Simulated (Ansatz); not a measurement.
## Geometry relaxation, with input and output: Cu (part 2 of 3)

Continued. System: Cu (interface cell, 20 atoms in the cell). Method: DFT PBE, scalar-relativistic, plane waves, PAW, no spin polarisation (Ansatz 0.2.0); cutoff 420 eV, 10×10×2 k-mesh, Gaussian smearing of 0.1 eV. The structure derives from an entry of the Crystallography Open Database. It belongs to a series of runs on one base structure; here: symmetric tilt boundary Sigma 5 (2 1 0), mirror between planes, shift [0.5, 0].

Geometry of the input (Å; fractional positions):
```
3.6297  0.0000  0.0000
-1.8149  4.0582  0.0000
0.0000  0.0000  16.5327
Cu 0.4000  0.8000  0.0736
Cu 0.2000  0.4000  0.2700
Cu 0.7000  0.4000  0.0245
Cu 0.5000  1.0000  0.2209
Cu 0.9000  0.8000  0.3191
Cu 0.8000  0.6000  0.1718
Cu 0.6000  0.2000  0.3682
Cu 0.1000  0.2000  0.1227
Cu 0.3000  0.6000  0.4173
Cu 1.0000  1.0000  0.4664
Cu 0.9000  0.8000  0.9173
Cu 0.7000  0.4000  0.7209
Cu 0.2000  0.4000  0.9664
Cu 0.0000  1.0000  0.7700
Cu 0.4000  0.8000  0.6718
Cu 0.3000  0.6000  0.8191
Cu 0.1000  0.2000  0.6227
Cu 0.6000  0.2000  0.8682
Cu 0.8000  0.6000  0.5736
Cu 0.5000  1.0000  0.5245
```

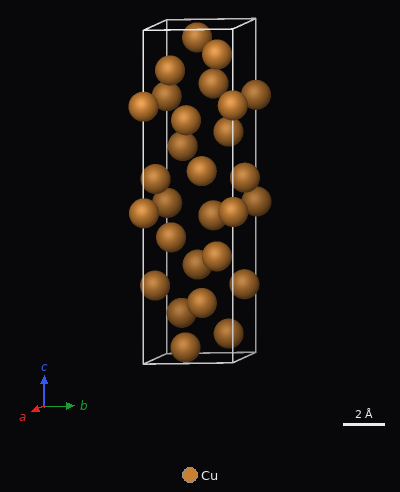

Fig. 1: The geometry at step 6 of the log (spheres-only view of the cell of the calculation, seen slightly off an axis).

### Output, continued
```
--- Forces (eV/Å), atoms counted from 1 ---
  atom   1  Cu    -0.00000000    -0.00070803     0.00176868
  atom   2  Cu    -0.00000000    -0.00006968     0.00101311
  atom   3  Cu    -0.00000000     0.00047221    -0.00011021
  atom   4  Cu    -0.00000000     0.00006968    -0.00101311
  atom   5  Cu     0.00000000    -0.00057359    -0.00085889
  atom   6  Cu     0.00000000     0.00057359     0.00085889
  atom   7  Cu     0.00000000    -0.00042430    -0.00020203
  atom   8  Cu     0.00000000     0.00042430     0.00020203
  atom   9  Cu    -0.00000000     0.00070803    -0.00176868
  atom  10  Cu     0.00000000    -0.00047221     0.00011021
  atom  11  Cu    -0.00000000    -0.00070803    -0.00176868
  atom  12  Cu    -0.00000000    -0.00006968    -0.00101311
  atom  13  Cu    -0.00000000     0.00047221     0.00011021
  atom  14  Cu    -0.00000000     0.00006968     0.00101311
  atom  15  Cu     0.00000000    -0.00057359     0.00085889
  atom  16  Cu     0.00000000     0.00057359    -0.00085889
  atom  17  Cu     0.00000000    -0.00042430     0.00020203
  atom  18  Cu     0.00000000     0.00042430    -0.00020203
  atom  19  Cu    -0.00000000     0.00070803     0.00176868
  atom  20  Cu     0.00000000    -0.00047221    -0.00011021
  max |Σ_I F_I| component: 6.94e-18 eV/Å
--- Stress (GPa, compression-positive) ---
        3.428797       0.000000       0.000000
        0.000000       1.045362       0.000000
        0.000000       0.000000       0.001777
  P = ⅓ Tr σ = 1.4920 GPa (14.920 kbar)
--- Band table (eV; the first three rows and the last of 62) ---
  k-point 0: bands = ["-96.6923", "-96.6914", "-96.6895", "-96.6875", "-96.6853", "-96.6841", "-96.6694", "-96.6693", "-96.6542", "-96.6542", "-96.6490", "-96.6489", "-96.6274", "-96.6273", "-96.6272", "-96.6271", "-96.4850", "-96.4850", "-96.4849", "-96.4849", "-54.1313", "-54.1312", "-54.1226", "-54.1132", "-54.1065", "-54.0833", "-54.0804", "-54.0697", "-54.0697", "-54.0688", "-54.0677", "-54.0633", "-54.0626", "-54.0608", "-54.0600", "-54.0533", "-54.0492", "-54.0490", "-54.0448", "-54.0448",
      "-54.0404", "-54.0374", "-54.0372", "-54.0323", "-54.0298", "-54.0296", "-54.0264", "-54.0256", "-54.0252", "-54.0158", "-54.0152", "-54.0152", "-54.0098", "-54.0093", "-54.0074", "-54.0014", "-53.9995", "-53.9991", "-53.9982", "-53.9951", "-53.9948", "-53.9925", "-53.9886", "-53.9870", "-53.9691", "-53.9690", "-53.9656", "-53.9655", "-53.8918", "-53.8916", "-53.8873", "-53.8872", "-53.8486", "-53.8486", "-53.8469", "-53.8469", "-53.8342", "-53.8341", "-53.8302", "-53.8301",
      "6.7235", "7.1346", "7.4618", "8.7455", "9.0180", "10.7050", "11.0003", "11.1791", "11.2629", "11.4643", "11.5051", "11.5575", "11.5925", "11.6658", "11.7191", "11.7410", "11.7816", "11.7886", "11.8108", "11.9089", "11.9455", "11.9643", "12.0432", "12.0723", "12.1091", "12.1352", "12.1580", "12.1825", "12.1995", "12.2056", "12.2157", "12.2415", "12.2800", "12.3119", "12.3251", "12.4763", "12.4916", "12.5067", "12.5554", "12.5704",
      "12.5744", "12.6185", "12.6244", "12.6278", "12.6594", "12.6620", "12.8434", "12.8447", "12.8640", "12.9914", "12.9918", "13.0115", "13.0175", "13.0281", "13.0373", "13.0441", "13.0506", "13.0686", "13.1727", "13.1871", "13.3211", "13.4138", "13.4233", "13.4308", "13.5498", "13.5737", "13.5888", "13.5958", "13.5996", "13.6026", "13.6088", "13.6721", "13.6771", "13.7244", "13.7448", "13.7509", "13.7537", "13.7548", "13.7722", "13.8210",
      "13.8533", "13.8630", "13.8643", "13.9196", "13.9217", "14.0014", "14.0271", "14.0476", "14.0627", "14.0924", "14.1458", "14.1531", "14.1844", "14.1951", "14.1986", "14.2337", "14.2693", "14.3074", "14.3837", "14.4113", "14.4176", "14.4247", "14.4363", "14.5724", "14.5848", "14.8668", "14.9147", "17.0135", "17.4526", "17.5387", "17.7383", "17.9953", "18.1032", "18.3638", "18.8340", "19.4462", "20.3088", "20.7783", "21.1492", "21.2795",
      "21.4753", "21.6906", "21.9331", "22.0294", "22.0799", "22.2444", "22.4130", "23.0344", "23.6293", "23.7467", "23.8367", "24.0876", "24.0957", "24.1388", "24.2251", "24.3076", "24.3868", "24.4349", "24.4845", "24.4882", "24.6169", "25.4791", "25.6652", "25.7194", "25.7551", "26.5495", "26.6219", "26.6521"]
  k-point 1: bands = ["-96.6920", "-96.6920", "-96.6885", "-96.6885", "-96.6846", "-96.6846", "-96.6693", "-96.6693", "-96.6542", "-96.6542", "-96.6490", "-96.6490", "-96.6274", "-96.6274", "-96.6271", "-96.6271", "-96.4850", "-96.4850", "-96.4849", "-96.4849", "-54.1313", "-54.1313", "-54.1195", "-54.1195", "-54.0962", "-54.0962", "-54.0703", "-54.0703", "-54.0697", "-54.0697", "-54.0662", "-54.0662", "-54.0630", "-54.0630", "-54.0576", "-54.0576", "-54.0449", "-54.0449", "-54.0448", "-54.0448",
      "-54.0430", "-54.0430", "-54.0337", "-54.0337", "-54.0301", "-54.0301", "-54.0254", "-54.0254", "-54.0207", "-54.0207", "-54.0155", "-54.0155", "-54.0096", "-54.0096", "-54.0031", "-54.0031", "-54.0005", "-54.0005", "-53.9963", "-53.9963", "-53.9934", "-53.9934", "-53.9877", "-53.9877", "-53.9690", "-53.9690", "-53.9655", "-53.9655", "-53.8917", "-53.8917", "-53.8873", "-53.8873", "-53.8486", "-53.8486", "-53.8469", "-53.8469", "-53.8341", "-53.8341", "-53.8301", "-53.8301",
      "6.8564", "6.8564", "7.9933", "7.9933", "9.8987", "9.8987", "11.2115", "11.2115", "11.3977", "11.3977", "11.6081", "11.6081", "11.6189", "11.6189", "11.6454", "11.6454", "11.7908", "11.7908", "11.8839", "11.8839", "11.9311", "11.9311", "12.0339", "12.0339", "12.1200", "12.1200", "12.1640", "12.1640", "12.2191", "12.2191", "12.2654", "12.2654", "12.2965", "12.2965", "12.4139", "12.4139", "12.4427", "12.4427", "12.5311", "12.5311",
      "12.6067", "12.6067", "12.6418", "12.6418", "12.6937", "12.6937", "12.8428", "12.8428", "12.8956", "12.8956", "13.0123", "13.0123", "13.0175", "13.0175", "13.0463", "13.0463", "13.1111", "13.1111", "13.2243", "13.2243", "13.2772", "13.2772", "13.4144", "13.4144", "13.5318", "13.5318", "13.5717", "13.5717", "13.6246", "13.6246", "13.6455", "13.6455", "13.7237", "13.7237", "13.7438", "13.7438", "13.7758", "13.7758", "13.8215", "13.8215",
      "13.8426", "13.8426", "13.8897", "13.8897", "13.9484", "13.9484", "14.0244", "14.0244", "14.0890", "14.0890", "14.1900", "14.1900", "14.2058", "14.2058", "14.2154", "14.2154", "14.2965", "14.2965", "14.3980", "14.3980", "14.4255", "14.4255", "14.4313", "14.4313", "14.5763", "14.5763", "15.9147", "15.9147", "17.3909", "17.3909", "17.9097", "17.9097", "18.5597", "18.5597", "19.6484", "19.6484", "19.9053", "19.9053", "21.2282", "21.2282",
      "21.2954", "21.2954", "21.8813", "21.8813", "22.5279", "22.5279", "22.6625", "22.6625", "23.4063", "23.4063", "24.1062", "24.1062", "24.2647", "24.2647", "24.4025", "24.4025", "24.9575", "24.9575", "25.0714", "25.0714", "25.1300", "25.1300", "25.1731", "25.1731", "25.6924", "25.6924", "25.9070", "25.9070"]
  k-point 2: bands = ["-96.6922", "-96.6913", "-96.6894", "-96.6874", "-96.6853", "-96.6841", "-96.6694", "-96.6693", "-96.6541", "-96.6541", "-96.6491", "-96.6491", "-96.6274", "-96.6273", "-96.6272", "-96.6271", "-96.4850", "-96.4850", "-96.4849", "-96.4849", "-54.1314", "-54.1313", "-54.1225", "-54.1130", "-54.1065", "-54.0831", "-54.0804", "-54.0697", "-54.0696", "-54.0678", "-54.0677", "-54.0677", "-54.0653", "-54.0605", "-54.0573", "-54.0531", "-54.0476", "-54.0472", "-54.0440", "-54.0435",
      "-54.0411", "-54.0376", "-54.0368", "-54.0316", "-54.0305", "-54.0289", "-54.0257", "-54.0247", "-54.0244", "-54.0155", "-54.0151", "-54.0151", "-54.0093", "-54.0081", "-54.0075", "-54.0021", "-53.9998", "-53.9994", "-53.9992", "-53.9956", "-53.9946", "-53.9928", "-53.9896", "-53.9878", "-53.9691", "-53.9690", "-53.9657", "-53.9656", "-53.8923", "-53.8920", "-53.8885", "-53.8883", "-53.8486", "-53.8486", "-53.8468", "-53.8468", "-53.8340", "-53.8339", "-53.8302", "-53.8301",
      "6.8187", "7.2289", "7.5519", "8.8290", "9.0927", "10.7395", "11.0049", "11.1725", "11.2504", "11.4111", "11.4886", "11.5017", "11.6121", "11.6837", "11.6896", "11.7110", "11.7300", "11.7886", "11.8016", "11.8385", "11.8915", "11.9114", "11.9830", "12.0209", "12.0399", "12.0916", "12.0995", "12.1119", "12.1519", "12.1541", "12.2342", "12.2963", "12.3410", "12.3542", "12.3682", "12.3781", "12.4101", "12.4353", "12.4530", "12.5595",
      "12.5685", "12.6038", "12.6713", "12.7312", "12.7839", "12.8067", "12.8498", "12.8884", "12.8962", "12.9786", "13.0144", "13.0374", "13.0423", "13.0511", "13.0633", "13.0869", "13.1033", "13.1898", "13.1956", "13.2029", "13.3727", "13.4337", "13.4385", "13.4416", "13.4988", "13.5137", "13.5292", "13.5836", "13.6050", "13.6292", "13.6388", "13.6550", "13.6602", "13.7349", "13.7438", "13.7528", "13.7540", "13.8041", "13.8210", "13.8296",
      "13.8698", "13.8708", "13.8957", "13.9292", "13.9554", "14.0093", "14.0145", "14.0509", "14.0618", "14.0997", "14.1052", "14.1502", "14.1781", "14.1863", "14.1912", "14.2330", "14.2884", "14.3050", "14.3683", "14.3789", "14.3978", "14.4228", "14.4521", "14.5719", "14.5844", "14.8957", "14.9325", "16.3271", "16.6513", "16.7314", "17.3435", "17.9143", "17.9217", "18.0712", "19.5348", "19.8443", "20.2311", "20.7343", "20.9642", "21.0090",
      "21.0549", "21.5206", "22.1630", "22.2065", "22.7253", "22.8689", "22.9895", "23.0761", "23.2843", "23.4225", "23.7064", "23.9353", "24.0478", "24.0559", "24.7667", "24.7757", "24.8017", "25.0760", "25.0840", "25.1488", "25.1562", "25.1995", "25.3336", "25.6911", "25.7337", "25.8190", "26.3313", "26.4048"]
  k-point 61: bands = ["-96.6905", "-96.6905", "-96.6875", "-96.6875", "-96.6772", "-96.6772", "-96.6770", "-96.6770", "-96.6528", "-96.6528", "-96.6509", "-96.6509", "-96.6279", "-96.6279", "-96.6279", "-96.6279", "-96.4851", "-96.4851", "-96.4851", "-96.4851", "-54.1331", "-54.1331", "-54.1272", "-54.1272", "-54.1037", "-54.1037", "-54.0815", "-54.0815", "-54.0735", "-54.0735", "-54.0714", "-54.0714", "-54.0626", "-54.0626", "-54.0590", "-54.0590", "-54.0504", "-54.0504", "-54.0442", "-54.0442",
      "-54.0390", "-54.0390", "-54.0255", "-54.0255", "-54.0216", "-54.0216", "-54.0160", "-54.0160", "-54.0131", "-54.0131", "-54.0107", "-54.0107", "-54.0069", "-54.0069", "-54.0025", "-54.0025", "-53.9978", "-53.9978", "-53.9956", "-53.9956", "-53.9927", "-53.9927", "-53.9910", "-53.9910", "-53.9677", "-53.9677", "-53.9672", "-53.9672", "-53.8966", "-53.8966", "-53.8931", "-53.8931", "-53.8466", "-53.8466", "-53.8465", "-53.8465", "-53.8322", "-53.8322", "-53.8312", "-53.8312",
      "9.5762", "9.5762", "10.3717", "10.3717", "10.7013", "10.7013", "10.9480", "10.9480", "11.0498", "11.0498", "11.1658", "11.1658", "11.3121", "11.3121", "11.5252", "11.5252", "11.7086", "11.7086", "11.9410", "11.9410", "12.0458", "12.0458", "12.2556", "12.2556", "12.2998", "12.2998", "12.3882", "12.3882", "12.4172", "12.4172", "12.4668", "12.4668", "12.5193", "12.5193", "12.5656", "12.5656", "12.6257", "12.6257", "12.6677", "12.6677",
      "12.7095", "12.7095", "12.7644", "12.7644", "12.7860", "12.7860", "12.8652", "12.8652", "12.9194", "12.9194", "12.9666", "12.9666", "12.9955", "12.9955", "13.0569", "13.0569", "13.0882", "13.0882", "13.1394", "13.1394", "13.1802", "13.1802", "13.2107", "13.2107", "13.2816", "13.2816", "13.3417", "13.3417", "13.3873", "13.3873", "13.4647", "13.4647", "13.4916", "13.4916", "13.5730", "13.5730", "13.6873", "13.6873", "13.7164", "13.7164",
      "13.8211", "13.8211", "13.8550", "13.8550", "13.8742", "13.8742", "13.9909", "13.9909", "14.0039", "14.0039", "14.0887", "14.0887", "14.1383", "14.1383", "14.2042", "14.2042", "14.2192", "14.2192", "14.2950", "14.2950", "14.3593", "14.3593", "14.5429", "14.5429", "14.7291", "14.7291", "14.9595", "14.9595", "15.4692", "15.4692", "15.5136", "15.5136", "15.9840", "15.9840", "16.6626", "16.6626", "17.5972", "17.5972", "18.9546", "18.9546",
      "20.4722", "20.4722", "20.7112", "20.7112", "21.2066", "21.2066", "21.8977", "21.8977", "22.2361", "22.2361", "22.9037", "22.9037", "23.2122", "23.2122", "23.9532", "23.9532", "24.5893", "24.5893", "25.5232", "25.5232", "25.9018", "25.9018", "26.7849", "26.7849", "28.0121", "28.0121", "28.6166", "28.6166"]
--- Relaxed structure (5 steps of the walk, 5 accepted, 1 SCFs on fresh bases) ---
  F+E_penalty+E_count = -132501.55488996 eV   max|allowed force component| = 1.769e-3 eV/Å   (the final SCF, on the basis selected at the relaxed cell)
  cell:  # Å, volume = 246.4382 Å³
    - [3.6297482978, 4.227539811439316e-115, 0.0]
    - [-1.8148741489, 4.0581819676, 0.0]
    - [0.0, 0.0, 16.73015381633152]
  atoms:
    - { symbol: Cu, position: [0.399410331915712, 0.798820663831424, 0.06948405056936054] }
    - { symbol: Cu, position: [0.1995218156235603, 0.3990436312471206, 0.2713441231424385] }
    - { symbol: Cu, position: [0.696220931705051, 0.39244186341010195, 0.039002640764088936] }
    - { symbol: Cu, position: [0.5004781843764398, 1.0009563687528795, 0.21958296395756152] }
    - { symbol: Cu, position: [0.8979875841978193, 0.7959751683956384, 0.31642271149712986] }
    - { symbol: Cu, position: [0.8020124158021809, 0.6040248316043616, 0.17450437560287022] }
    - { symbol: Cu, position: [0.6034000401235874, 0.2068000802471748, 0.36661502900040865] }
    - { symbol: Cu, position: [0.09659995987641262, 0.19319991975282524, 0.12431205809959137] }
    - { symbol: Cu, position: [0.30058966808428805, 0.6011793361685761, 0.42144303653063947] }
    - { symbol: Cu, position: [1.003779068294949, 1.007558136589898, 0.45192444633591106] }
    - { symbol: Cu, position: [0.8994103319157121, 0.798820663831424, 0.9214430365306395] }
    - { symbol: Cu, position: [0.6995218156235603, 0.3990436312471206, 0.7195829639575616] }
    - { symbol: Cu, position: [0.19622093170505098, 0.39244186341010195, 0.9519244463359111] }
    - { symbol: Cu, position: [0.00047818437643976086, 1.0009563687528795, 0.7713441231424385] }
    - { symbol: Cu, position: [0.3979875841978192, 0.7959751683956384, 0.6745043756028702] }
    - { symbol: Cu, position: [0.3020124158021808, 0.6040248316043616, 0.8164227114971299] }
    - { symbol: Cu, position: [0.1034000401235874, 0.2068000802471748, 0.6243120580995914] }
    - { symbol: Cu, position: [0.5965999598764126, 0.19319991975282524, 0.8666150290004087] }
    - { symbol: Cu, position: [0.8005896680842881, 0.6011793361685761, 0.5694840505693605] }
    - { symbol: Cu, position: [0.503779068294949, 1.007558136589898, 0.5390026407640889] }
--- Löwdin populations: 20 sites ---
  site symbol       q [e]
     0     Cu     18.8451
     1     Cu     18.8344
     2     Cu     18.8862
     3     Cu     18.8344
     4     Cu     18.8283
     5     Cu     18.8283
     6     Cu     18.8491
     7     Cu     18.8491
     8     Cu     18.8451
     9     Cu     18.8862
    10     Cu     18.8451
    11     Cu     18.8344
    12     Cu     18.8862
    13     Cu     18.8344
    14     Cu     18.8283
    15     Cu     18.8283
    16     Cu     18.8491
    17     Cu     18.8491
    18     Cu     18.8451
    19     Cu     18.8862
  spilling = 0.007967 (of n_electrons = 380.000000)
```
